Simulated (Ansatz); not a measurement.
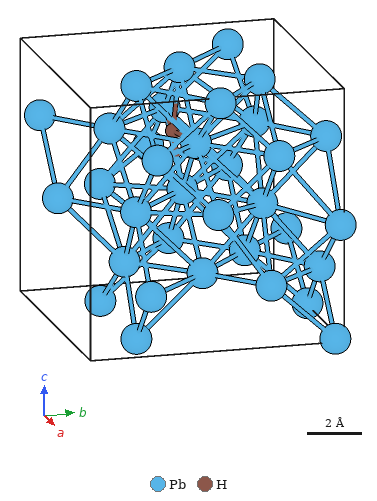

Starting frame of a dynamics run of Pb with an interstitial H (33 atoms in the cell). The picture is a ball-and-stick view of the simulation cell, seen slightly off an axis. Bonds to atoms that aren't drawn are left out.

All numbers below come from Ansatz 0.2.0, DFT PBE-D3(BJ), scalar-relativistic, plane waves, PAW.

Input file:
```yaml
accuracy: low
crystal:
  lattice:
    - [9.9, 0.0, 0.0]
    - [0.0, 9.9, 0.0]
    - [0.0, 0.0, 9.9]
  atoms:
    - { symbol: Pb, position: [0.4976152, -0.00538121, 0.01340875] }
    - { symbol: Pb, position: [0.74828005, 0.25052978, -0.00171995] }
    - { symbol: Pb, position: [0.75875028, -0.02964627, 0.23305284] }
    - { symbol: Pb, position: [-0.01694716, -0.02964627, 0.00875028] }
    - { symbol: Pb, position: [0.25366102, 0.24525515, 0.01234431] }
    - { symbol: Pb, position: [0.50002032, 0.48937115, -0.0144336] }
    - { symbol: Pb, position: [0.73344044, 0.74088363, -0.01655956] }
    - { symbol: Pb, position: [0.20576725, -0.00754373, 0.22868962] }
    - { symbol: Pb, position: [0.51825336, 0.26764041, 0.23855559] }
    - { symbol: Pb, position: [0.72349366, 0.51828875, 0.23065233] }
    - { symbol: Pb, position: [0.5163123, 0.00534533, 0.50895815] }
    - { symbol: Pb, position: [0.76234431, 0.24525515, 0.50366102] }
    - { symbol: Pb, position: [0.76340875, -0.00538121, 0.7476152] }
    - { symbol: Pb, position: [-0.01934767, 0.51828875, -0.02650634] }
    - { symbol: Pb, position: [0.24265464, 0.75076682, -0.0146312] }
    - { symbol: Pb, position: [-0.02140594, 0.24477453, 0.22859406] }
    - { symbol: Pb, position: [0.28809871, 0.50422841, 0.25031976] }
    - { symbol: Pb, position: [0.50086904, 0.74676953, 0.24252831] }
    - { symbol: Pb, position: [-0.02131038, -0.00754373, 0.45576725] }
    - { symbol: Pb, position: [0.21298675, 0.25466054, 0.46298675] }
    - { symbol: Pb, position: [0.50921304, 0.4980613, 0.5057408] }
    - { symbol: Pb, position: [0.7353688, 0.75076682, 0.49265464] }
    - { symbol: Pb, position: [0.25895815, 0.00534533, 0.7663123] }
    - { symbol: Pb, position: [0.52082486, 0.20707297, 0.77082486] }
    - { symbol: Pb, position: [0.7355664, 0.48937115, 0.75002032] }
    - { symbol: Pb, position: [-0.0107019, 0.71634592, 0.2392981] }
    - { symbol: Pb, position: [0.00031976, 0.50422841, 0.53809871] }
    - { symbol: Pb, position: [0.26478029, 0.7414445, 0.51478029] }
    - { symbol: Pb, position: [-0.01144441, 0.26764041, 0.76825336] }
    - { symbol: Pb, position: [0.2557408, 0.4980613, 0.75921304] }
    - { symbol: Pb, position: [0.49799002, 0.78508786, 0.74799002] }
    - { symbol: Pb, position: [-0.00747169, 0.74676953, 0.75086904] }
    - { symbol: H, position: [0.48052225, 0.46885309, 0.73052225] }
basis:
  ecutwfc: 420.0
kpoints:
  mp_grid: { grid: [1, 1, 1] }
hamiltonian:
  xc: pbe
  dispersion: d3bj
scf:
  occupations: { method: fermi_dirac, width: 0.15 }
  lower_state_search: "off"
md:
  timestep: 0.5
  n_steps: 270
  ensemble: nvt_langevin
  temperature: 1500.0
  initial_velocities: maxwell_boltzmann
  seed: 624290
  friction: 0.005
```

Launched with:
```bash
ansatz run input.yaml --threads 4 --pin off --max-ram 10240MiB --backend cpu --events-out ev --progress --plain --runs-dir out
```

### What does the trajectory do?

The mean temperature in the second half is 1201 K (standard deviation 127 K). The potential energy is still drifting at the end, so the run hasn't reached equilibrium. The potential energy in the second half lies on average 85.9 meV per atom above the first frame. In the second half of the run the atoms are, in the root-mean-square, this far from where they began (common drift taken out): H 0.73 Å, Pb 0.36 Å. The run lasts only 135 fs, too short to tell vibration from diffusion.

Along the run (each row but the first and the last is the mean over the interval that it begins):

```tsv
time (fs)	potential energy (meV/atom)	T (K)
0.0	0.0	1455
16.5	10.8	1447
33.0	24.8	1268
49.5	43.0	1261
66.0	60.2	1313
82.5	76.5	1316
99.0	94.2	1174
115.5	103.1	1051
132.0	113.1	982
```

The paths of the atoms:

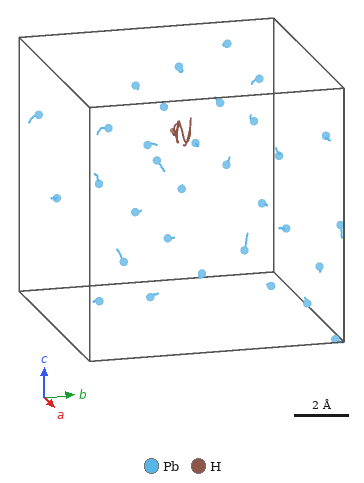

Limits of the set-up: the program's low-accuracy preset was used.

Cost: 23 min on 4 threads of AMD EPYC 7R13 Processor (Zen 3), with other jobs on the host, peak memory 1.4 GiB.
